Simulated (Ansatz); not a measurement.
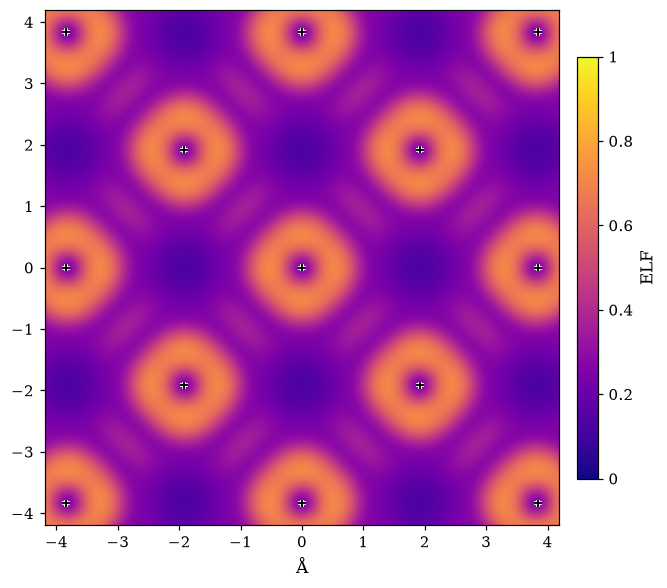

The electron localisation function on a plane through atoms (crosses mark nuclei in the plane).

All numbers below come from DFT r2SCAN, scalar-relativistic, plane waves, PAW in Ansatz.

Candidates:
A. SiGe, a = 3.90 Å, b = 3.90 Å, c = 6.45 Å, α = 90.00°, β = 90.00°, γ = 120.00°. Space group P6₃mc; a structure from a database of computed crystals, not necessarily the ambient phase.
B. Ir, a = 3.84 Å, b = 3.84 Å, c = 3.84 Å, α = 90.00°, β = 90.00°, γ = 90.00°. Space group Fm-3m; a structure from a database of computed crystals, not necessarily the ambient phase; computed without spin polarisation.
C. Ag, a = 2.90 Å, b = 2.90 Å, c = 9.48 Å, α = 90.00°, β = 90.00°, γ = 120.00°. Space group P6₃/mmc; a structure from a database of computed crystals, not necessarily the ambient phase.

Question: Which candidate gave the map?

Answer: Candidate B: Ir on the (001) plane of the conventional cell, which holds Ir. Ir–Ir (2.72 Å): the ELF is about 0.35 at the midpoint (no localised pair shows between them).
